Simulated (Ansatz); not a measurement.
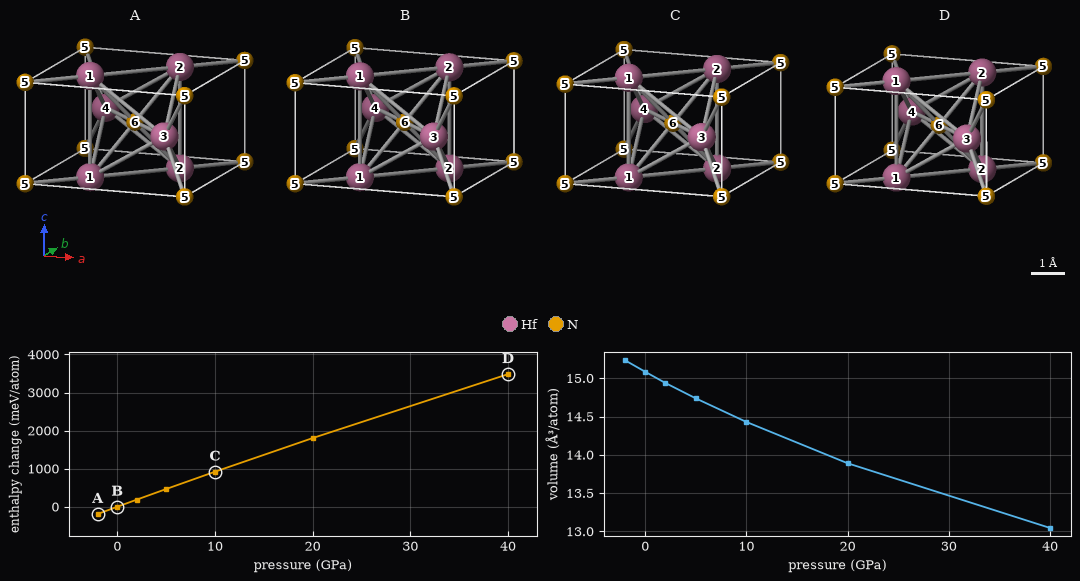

Members of a series of calculations on a crystal of Hf₂N (set up in P4_2/mnm), marked on the first curve. The picture is a ball-and-stick view of the cell of the calculation, seen slightly off an axis.

Level of theory: DFT PBEsol, scalar-relativistic, plane waves, PAW in Ansatz 0.2.0. Set-up: plane-wave cutoff 420 eV; k-point mesh 8 × 8 × 12; occupations gaussian; smearing width 0.1 eV; no spin polarisation.

**How does the crystal respond to pressure?**

The structure is relaxed at several pressures. A (pressure −2.0 GPa): enthalpy change −189 meV/atom, volume 15.23 Å³ per atom. B (pressure 0.0 GPa): enthalpy change 0.0 meV/atom, volume 15.08 Å³ per atom. C (pressure 10.0 GPa): enthalpy change 920 meV/atom, volume 14.43 Å³ per atom. D (pressure 40.0 GPa): enthalpy change 3482 meV/atom, volume 13.05 Å³ per atom. The rest compares A with D. The drawn cell changes as follows: a = b 5.314 → 5.040 Å (−5.2 %), c 3.237 → 3.082 Å (−4.8 %); the volume changes by −14.4 %. Some distances before and after: Hf–Hf 3.149 → 2.987 Å, Hf–Hf 3.237 → 3.082 Å, Hf–Hf 3.072 → 2.938 Å.
